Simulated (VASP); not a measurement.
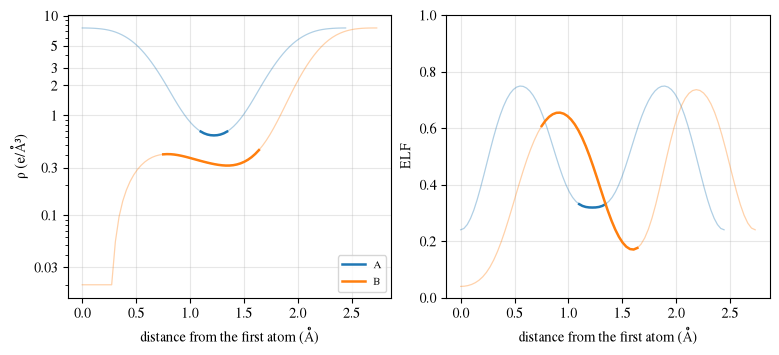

The picture shows: SiMo3. Valence charge density (pseudo) and electron localisation function along straight lines between neighbouring atoms. Thin, pale parts lie inside the atomic spheres.

Space group Pm-3n; computed pressure about 3 GPa in this cell.

Level of theory: VASP, Kohn-Sham DFT of a periodic cell, PBE, VASP PAW PBE potentials, recommended.

Core electrons are frozen (PAW), and the valence fields are smoothed inside the atomic spheres.

Q: Which curve belongs to which contact (Mo–Mo and Si–Mo)? The first atom named is at distance zero.

A: Curve A: Mo–Mo (2.44 Å): the density is about 0.63 e/Å³ at the midpoint; the ELF is about 0.30 at the midpoint. Curve B: Si–Mo (2.73 Å): ρ at the midpoint is about 0.31 e/Å³; the ELF peaks at about 0.65 in the valence shell of Si, 0.9 Å from its nucleus, and is about 0.30 at the midpoint.
